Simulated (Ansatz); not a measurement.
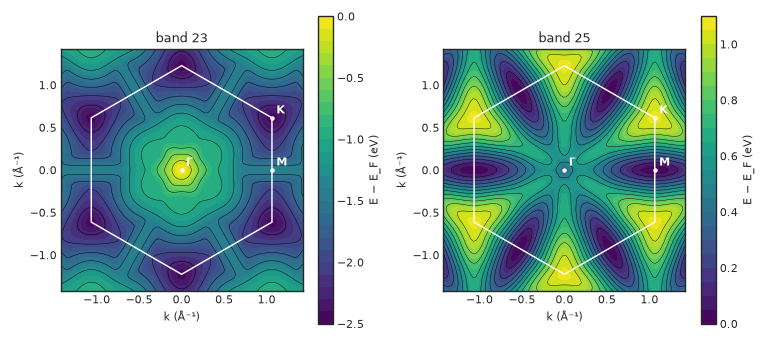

Two bands of a TiS2 monolayer (space group of the slab cell P-3m1) over the plane of the sheet: the highest mostly filled and the lowest mostly empty one.

Level of theory: DFT PBE, spin-orbit coupling, plane waves, PAW; levels and slopes on a dense k mesh at the converged density (Ansatz 0.2.0). Non-magnetic. With an inversion centre and no moment every band is doubly degenerate; a pair is shown and named once. k mesh for the levels: 42×42×1. The geometry was not relaxed.

### Give both levels and their distance at the named points.

```
point  lower band (eV)  upper band (eV)  distance (eV)
    Γ             0.00             0.38           0.38
    K            −2.45             1.06           3.51
    M            −1.44             0.00           1.44
```

### Is there a gap?

The bands overlap or nearly touch in energy (overlap −0.003 eV), although their smallest direct distance is 0.38 eV, at Γ.

Without a Hubbard term a metal in such a compound can be an artefact; the real solid may be a magnetic insulator. On the self-consistent mesh a gap of 0.00 eV remains, so whether this is a metal isn't settled.
